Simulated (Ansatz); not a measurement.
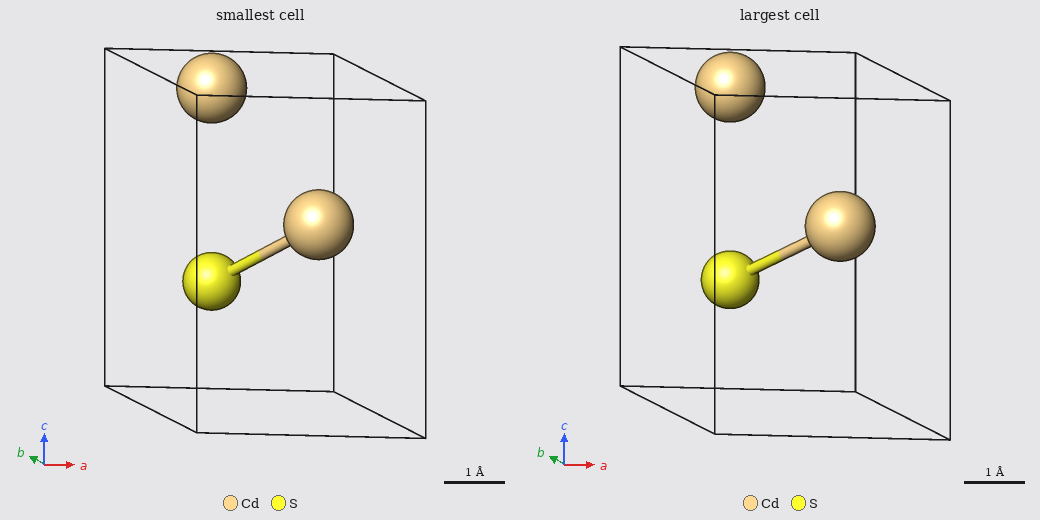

Cd₂S, space group P3m1 (No. 156), relaxed (cell and atoms, zero pressure) with four choices of dispersion term on top of PBE; the smallest and the largest of the relaxed conventional cells are drawn to one scale (sticks follow a distance rule). The start was a structure listed in the Materials Project. It needn't be the stable form of this composition.

Alike in all runs: Ansatz 0.2.0; functional PBE; potentials Ansatz PAW; cutoff 420 eV; k mesh 8 × 8 × 5 on the run's cell of 3 atoms; occupations fermi-dirac, width 0.05 eV; no spin polarisation; no spin-orbit coupling.

| level | volume (Å³/atom) | a (Å) | c (Å) | gap (eV) |
| --- | --- | --- | --- | --- |
| D3(BJ)-ATM | 24.93 | 3.861 | 5.791 | 0.19 |
| D3(BJ) | 24.76 | 3.849 | 5.788 | 0.19 |
| D4 | 24.83 | 3.854 | 5.791 | 0.19 |
| none | ? | ? | ? | ? |

Fill in the row of none.

Answer. Volume 26.32 Å³/atom; a 3.960 Å; c 5.814 Å; gap 0.23 eV. That is the largest volume of all.

Order the levels by the relaxed volume, smallest first.

Answer. D3(BJ) (24.76 Å³/atom), D4 (24.83 Å³/atom), D3(BJ)-ATM (24.93 Å³/atom), none (26.32 Å³/atom). Rows within a few tenths of a per cent can't be told apart.

Gaps are the least found on the k-mesh, which misses some points of high symmetry; where the band edges lie there, the true gap is smaller, at times by an eV.

Caveat: the plane-wave basis is chosen anew once the cell has moved, so the energies of steps on either side of that aren't comparable; semilocal functionals give gaps below the measured ones; gaps of a few tenths of an eV or less are fragile: at this level of theory the bands may already be inverted off the mesh, while measured gaps, where the compound is known, are often wider than semilocal functionals give.
